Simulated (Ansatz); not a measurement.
System: NaI, space group R-3m, 2 atoms in the cell, rocksalt type, shear (111) strain +4.0%.

```yaml
crystal:
  lattice:
    - [0.08613, 3.31585, 3.31585]
    - [3.31585, 0.08613, 3.31585]
    - [3.31585, 3.31585, 0.08613]
  atoms:
    - { symbol: Na, position: [0.00000, 0.00000, 0.00000] }
    - { symbol: I, position: [0.50000, 0.50000, 0.50000] }
```

Ansatz 0.2.0; DFT, PBE, plane waves, PAW, no spin polarisation, 8×8×8 k mesh, Fermi-Dirac smearing of 0.02 eV.

What will the density of states look like?

There is a gap; over the k points computed it is 3.49 eV (direct among those points). The upper group of valence states starts about 2.2 eV under the valence-band top (which lies at −1.8 eV on this axis), with a gap beneath it; it holds about 6 electrons a cell. Within the window shown, the tallest peak of the filled states lies 0.5 eV under the valence-band top, at about 5 states per eV and cell.

Spin-orbit coupling is left out, which matters for I.

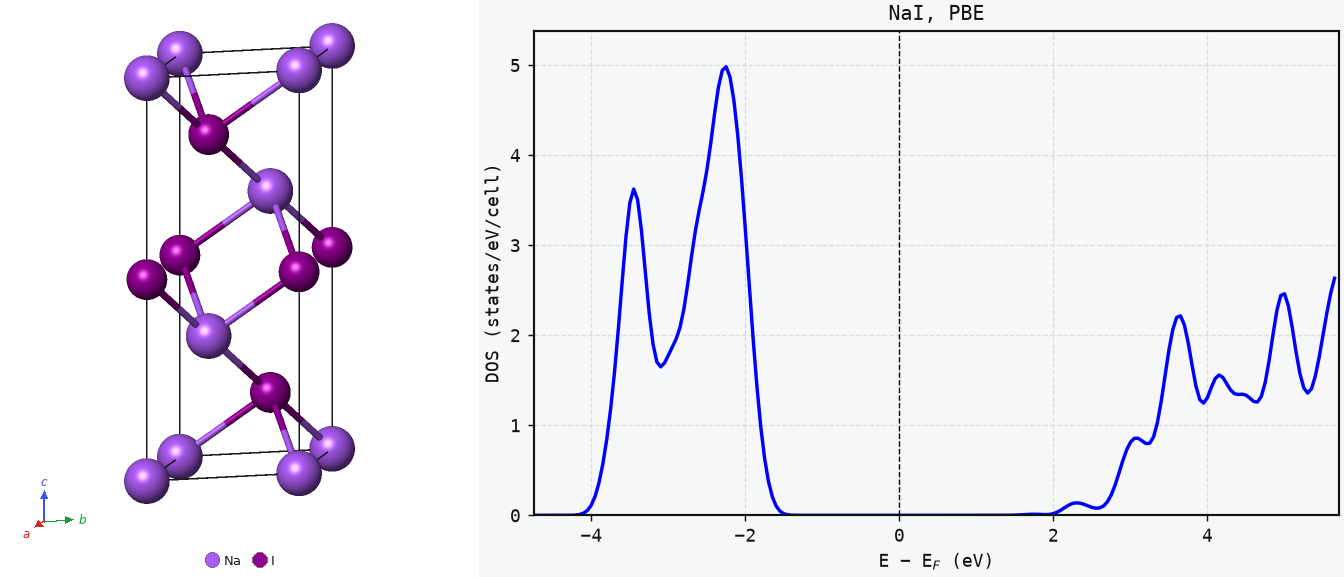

Density of states, beside the structure. Energies are counted from the Fermi level. The curve is built from the levels of the k mesh with Gaussians 0.3 eV wide, which also blur the band edges.
